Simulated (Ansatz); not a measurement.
## Electronic structure of GaAs in real space

```
CELL_PARAMETERS angstrom
3.31293 0.00000 0.00000
0.00000 3.31293 0.00000
0.00000 0.00000 3.31293
ATOMIC_POSITIONS crystal
Ga 0.00000 0.00000 0.00000
As 0.50000 0.50000 0.50000
```

Space group Pm-3m; started from the CsCl prototype, which need not be the ambient phase.

Level of theory: Ansatz 0.2.0, DFT, r2SCAN+rVV10, plane waves, PAW.

In a PAW calculation such maps are meaningful between the atoms, not at the nuclei.

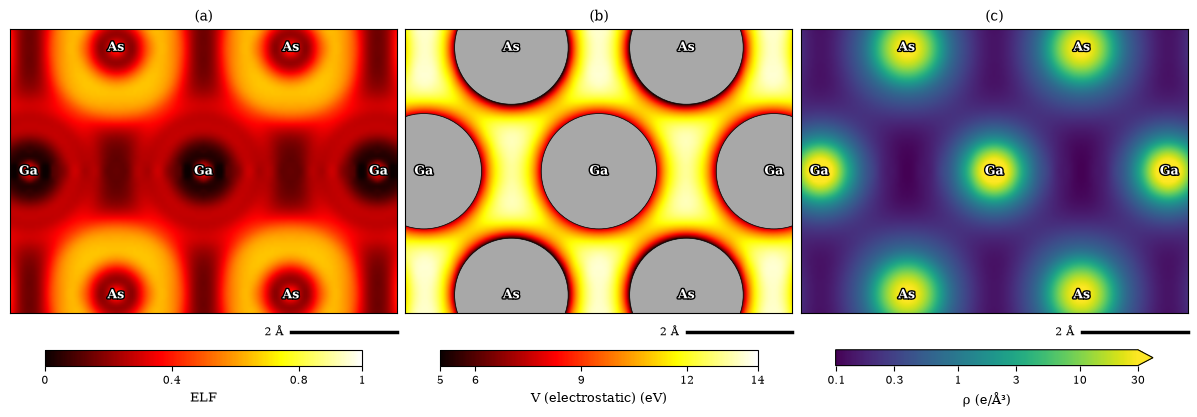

Figure 1. (a) ELF; (b) electrostatic potential energy of an electron; (c) valence electron density on the (101) plane of the conventional cell. Grey discs cover the atomic cores in the potential map.

> Interpret the plot.

Atoms in the plane: Ga and As. Ga–As (2.87 Å): ρ at the midpoint is about 0.23 e/Å³; the ELF is about 0.45 at the midpoint. Between the atoms the lowest density in this plane is 0.1 e/Å³. Outside the cores the potential energy rises away from the atoms and is highest about 1.7 Å from the nearest atoms; its zero is arbitrary.

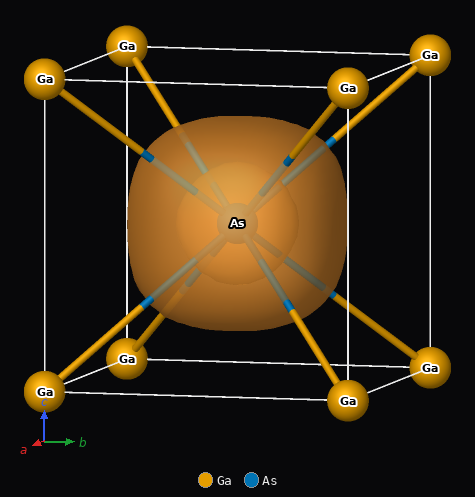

Figure 2. Isosurface of the ELF at 0.55 (orange), seen slightly off an axis. Only the valence region is drawn (cores and ρ < 0.01 e/Å³ removed). Sticks mark near contacts.

> What do the ELF domains correspond to?

The ELF exceeds this value in one region wrapped around As (its valence shell), counted in one cell of 2 atoms. Regions shared between cells count once.
